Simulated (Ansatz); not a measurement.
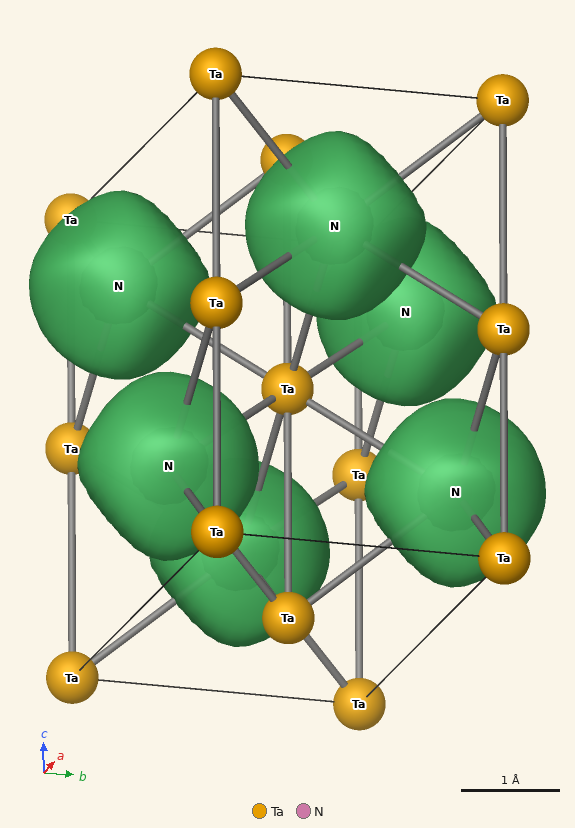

Figure. TaN. Isosurface of the electron localisation function at 0.6 (green), seen at an oblique angle. Core shells and regions of very low density are left out. Sticks mark near contacts.

Space group P-1; changed on purpose from its base cell (equal xy, yz and zx shear strains of -1 %, PAW files); computed pressure about 49 GPa in this cell.

These are results of Ansatz, DFT, PBEsol, PAW with Ansatz's default frozen-core files, scalar-relativistic, not measurements.

Core electrons are frozen (PAW), and the valence fields are smoothed inside the atomic spheres.

The calculation's input:

```
crystal:
  lattice:
    - [3.0480019786, -0.0152400099, -0.0152400099]
    - [-1.537199225, 2.6472671492, -0.0055782308]
    - [-0.02459, -0.02459, 4.918]
  atoms:
    - { symbol: Ta, position: [0.0, 0.0, 0.0] }
    - { symbol: Ta, position: [0.0, 0.0, 0.5] }
    - { symbol: "N", position: [0.3333333333, 0.6666666667, 0.25] }
    - { symbol: "N", position: [0.6666666667, 0.3333333333, 0.75] }
kpoints:
  mp_grid: { grid: [11, 11, 6] }
scf:
  occupations: { method: fermi_dirac, width: 0.01 }
hamiltonian:
  xc: pbesol
  pseudopotentials: { kind: paw }
output:
  forces: true
  stress: true
  eigenvalues: true
  efg: { contact_densities: true }
  write_density: true
  write_potential: true
  elf: true
  volumetric_format: npy
```

Launched as:

```sh
ansatz run input.yaml --threads 1 --pin off --max-ram 4096MiB --backend cpu --events-out ev --progress --plain --runs-dir out
```

Below, planes, directions and counts refer to the standardised cell (a = 5.26 Å, b = 3.06 Å, c = 4.92 Å, α = 90.21°, β = 90.78°, γ = 90.29°).

> What do the ELF domains correspond to?

The surface consists of four regions wrapped around N (the valence shell of each), counted in one cell of 8 atoms. Any copies at cell faces, edges or corners count once. Profiles from the grid: Ta–N (2.13 Å): the ELF peaks at about 0.80 in the valence shell of N, 0.6 Å from its nucleus, and is about 0.20 at the midpoint (no shared electron pair shows on this line). Ta–Ta (2.46 Å): the ELF is about 0.30 at the midpoint (no shared electron pair shows on this line).
